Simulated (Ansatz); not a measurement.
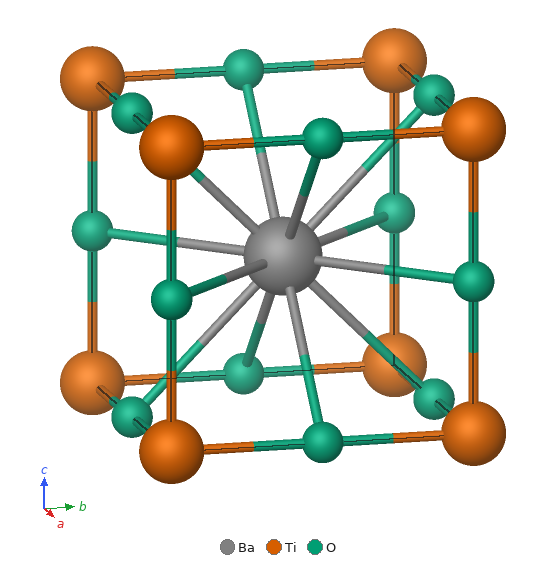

Drawn in the ball-and-stick manner and seen slightly off an axis. The outline marks the conventional unit cell.

BaTiO₃, cubic perovskite, space group Pm-3m (No. 221), a = 3.994 Å, b = 3.994 Å, c = 3.994 Å, α = 90.00°, β = 90.00°, γ = 90.00°. It goes back to a structure listed in the Materials Project. Earlier steps of the study may have refined or changed the cell and positions. Ansatz was used for an electronic-structure calculation on it.

This one geometry was computed with Ansatz (DFT, plane waves, PAW) at six levels of theory: HSE06, r2SCAN0, dielectric-dependent PBE0 (fraction 1/eps_inf of PBE), PBE with spin-orbit coupling, PBE0 and LDA. It was relaxed beforehand with r2SCAN.

Question: Which level gives the highest pressure at this volume, and what does that say about its equilibrium volume?

Answer: Highest: PBE with spin-orbit coupling (3.2 GPa), which points to the largest equilibrium volume. Lowest, with the smallest volume: LDA (-8.0 GPa). Levels within 0.5 GPa of each other can't be told apart.

Question: How does the band gap change with the level of theory?

Answer: LDA: a gap of 1.74 eV, indirect; PBE with spin-orbit coupling: a gap of 1.81 eV, indirect; dielectric-dependent PBE0 (fraction 1/eps_inf of PBE): a gap of 3.06 eV, indirect; HSE06: a gap of 3.21 eV, indirect; PBE0: a gap of 3.95 eV, indirect; r2SCAN0: a gap of 4.24 eV, indirect.

Question: Collect the results in a table.

Answer:
| level | cutoff (eV) | k-mesh of the run's cell | gap (eV) | pressure (GPa) |
| --- | --- | --- | --- | --- |
| HSE06 | 420 | 4×4×4 | 3.21 | -2.3 |
| r2SCAN0 | 500 | 4×4×4 | 4.24 | -3.9 |
| dielectric-dependent PBE0 (fraction 1/eps_inf of PBE) | 420 | 4×4×4 | 3.06 | -0.2 |
| PBE with spin-orbit coupling | 420 | 6×6×6 | 1.81 | 3.2 |
| PBE0 | 420 | 4×4×4 | 3.95 | -2.4 |
| LDA | 420 | 6×6×6 | 1.74 | -8.0 |

Gaps are taken on the k-mesh or band path of each run.
